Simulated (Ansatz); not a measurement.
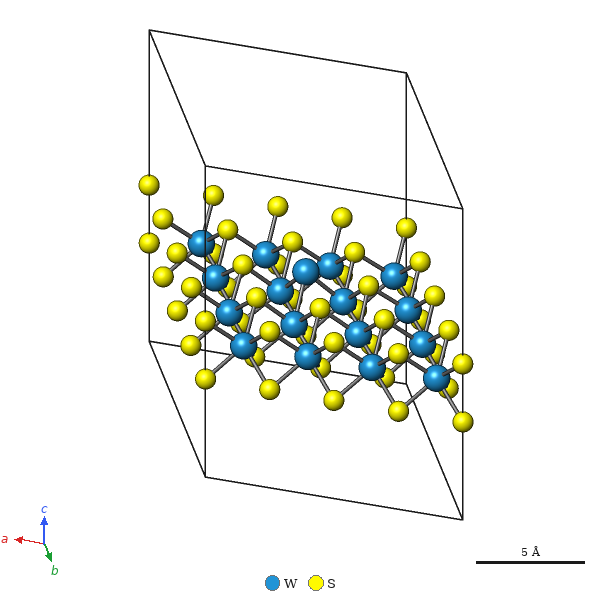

The image is a ball-and-stick drawing of a crystal, viewed from a general direction. Atoms at the boundary of the supercell (the box) are drawn once for each face, edge or corner they touch. The host is WS$_{2}$, in a cell of 48 sites, and the cell carries a charge of +1.

Name the defect and give its surroundings.

Tungsten on a sulfur site (an antisite). It is bonded to three W in a trigonal pyramidal arrangement at about 2.6 Å. Not all metal-metal contacts are counted.

Method used: DFT PBE+D3(BJ), scalar-relativistic, plane waves, PAW (Ansatz). It ran with wavefunction cutoff 420 eV, a 2×2×2 sampling of the Brillouin zone, Gaussian smearing of 0.01 eV, collinear spins.

Does the defect carry a magnetic moment?

Yes, 1.0 μB in the cell.

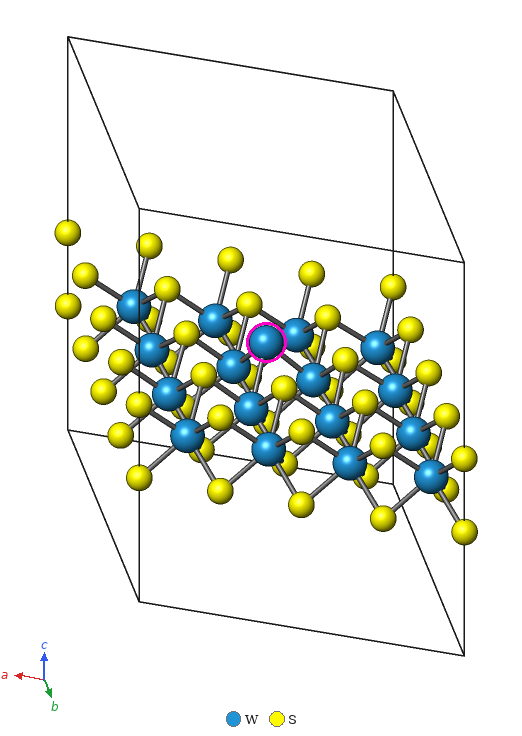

The same cell with a ring at the defect's site.

The atoms were relaxed in the host's cell with DFT PBE+D3(BJ), scalar-relativistic, plane waves, PAW (Ansatz 0.2.0).
